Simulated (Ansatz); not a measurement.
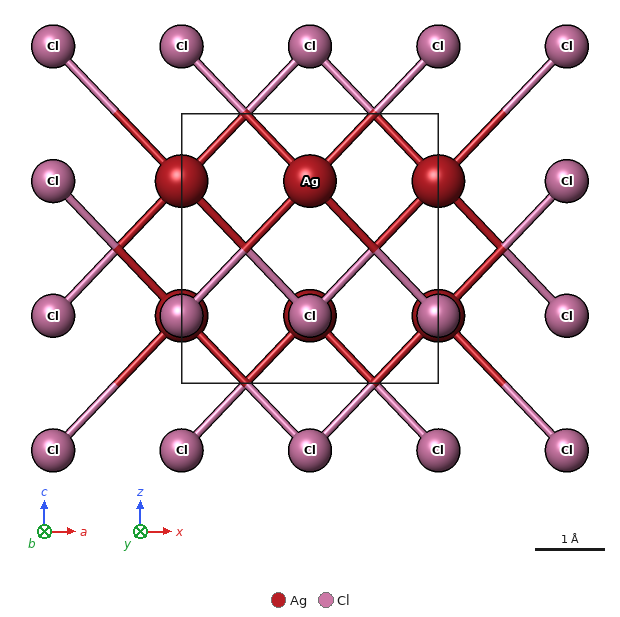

Solid AgCl (Cmcm): the cell is strained along x alone, with the atoms kept at their fractional coordinates. x, y and z are the Cartesian axes of the input. The picture shows the reference cell. Style: ball-and-stick. Shown: the conventional cell (2 times the calculation's cell), repeated 1 × 1 × 1 with one cell outlined, along the b axis. Lengths and directions refer to the drawn axes.

Level of theory: Ansatz 0.2.0, DFT PBEsol, scalar-relativistic, plane waves, PAW. Settings: plane-wave cutoff 420 eV; k-point mesh 10 × 10 × 10; occupations gaussian; smearing width 0.03 eV; no spin polarisation. Energies (free energies at the smearing named) are counted from the cell as listed in its source, which wasn't relaxed.

```xyz
4
Lattice="1.8709 -5.5566 0.0000 1.8709 5.5566 0.0000 0.0000 0.0000 3.9240" Properties=species:S:1:pos:R:3 pbc="T T T"
Ag    1.8709    1.1496    2.9430
Ag    1.8709   -1.1496    0.9810
Cl    1.8709   -4.0613    0.9810
Cl    1.8709    4.0613    2.9430
```

Q: Give the energy at each point (the strain: −0.1500, −0.0750, 0.0000, 0.0375, 0.1125).

A:
```tsv
strain	E − E(ref) (meV/atom)
−0.1500	90.7
−0.0750	2.4
0.0000	0.0
0.0375	20.7
0.1125	92.6
```

The lowest computed point lies at the strain 0.00 (0.0 meV/atom). At the ends of the scan the energy is 90.7 meV/atom (−0.15) and 92.6 meV/atom (0.1125). The unrelaxed reference is under a pressure of −2.9 GPa, which tilts the curve. The distortion keeps the space group Cmcm. At the strain −0.15 the cell of the drawing goes a 3.742 → 3.181 Å.
